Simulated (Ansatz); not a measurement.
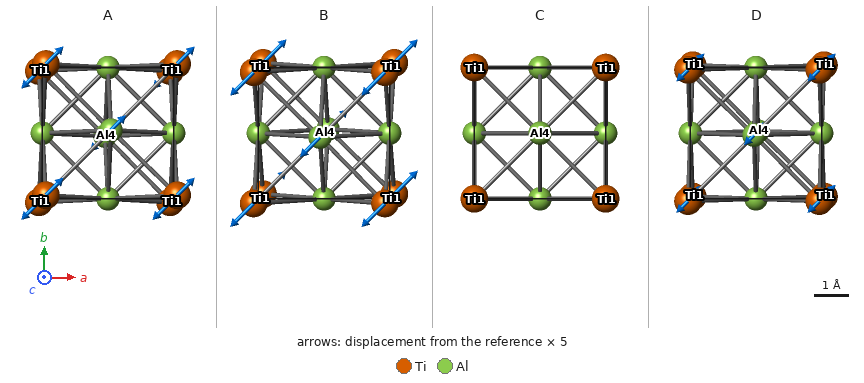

Energy scan for crystalline TiAl$_{3}$ (Pm-3m), in which a normal mode of wave vector (0, 0, 1/2) of the primitive cell, folded into a doubled cell, (one arbitrary combination within a set of 2 degenerate modes) is frozen in with the cell fixed, the amplitude being the largest displacement of an atom. Style: ball-and-stick. Shown: the cell of the calculation, along the c axis. Blue arrows: displacements from the reference.

Method: DFT PBEsol, scalar-relativistic, plane waves, PAW (Ansatz). Set-up: plane-wave cutoff 420 eV; k-point mesh 12 × 12 × 6; occupations gaussian; smearing width 0.15 eV; no spin polarisation. Energies (free energies at the smearing named) are counted from the relaxed crystal.

### Rank the frames from lowest to highest energy.

Lowest first: C (the amplitude 0.00 Å, 0 meV/cell), D (the amplitude −0.10 Å, 80 meV/cell), A (the amplitude 0.15 Å, 179 meV/cell), B (the amplitude −0.20 Å, 315 meV/cell). Over the whole scan: the harmonic wavenumber of the mode is 181 cm⁻¹, a stable vibration. The lowest computed point lies at the amplitude 0.00 Å (0 meV/cell). The end points stand at 315 meV/cell (−0.20 Å) and 315 meV/cell (0.20 Å). The well is symmetric. At the highest point the shortest interatomic distance is 2.70 Å, against 2.79 Å in the reference.
